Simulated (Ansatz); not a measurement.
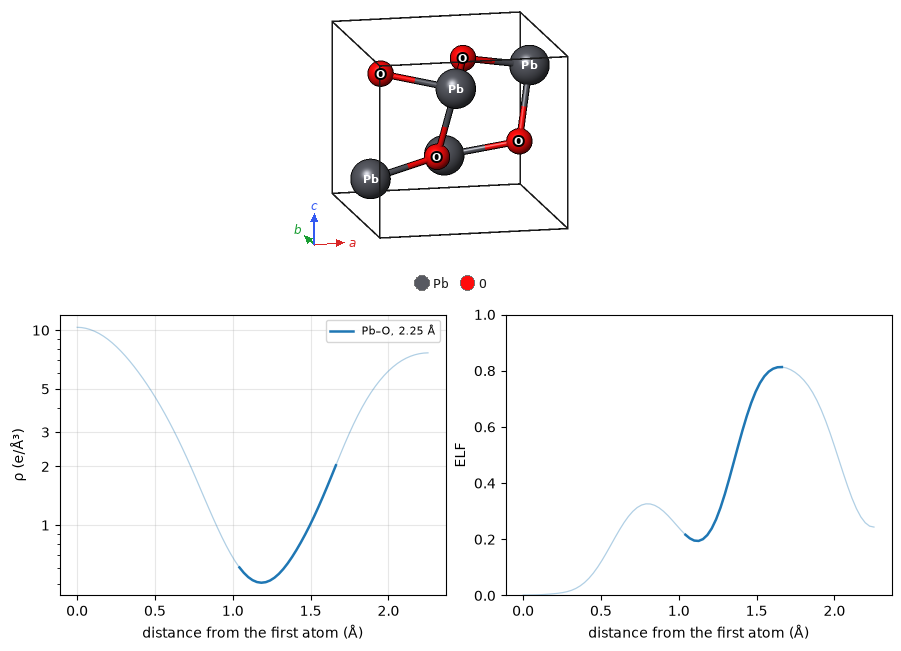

*PbO. Valence pseudo-density and ELF along straight lines between neighbouring atoms. Thin, pale parts lie inside the atomic spheres. The structure is drawn too.*

Space group Pca2₁; a structure from a database of computed crystals, not necessarily the ambient phase; started from the database_29 prototype, which need not be the ambient phase.

These are results of DFT PBE, scalar-relativistic, plane waves, PAW in Ansatz, not measurements.

In a PAW calculation such maps are meaningful between the atoms, not at the nuclei.

Question: What can be read from the curves?

Answer: Pb–O (2.25 Å): ρ at the midpoint is about 0.52 e/Å³; the ELF peaks at about 0.80 in the valence shell of O, 0.6 Å from its nucleus, and drops to about 0.20 between the two atoms.
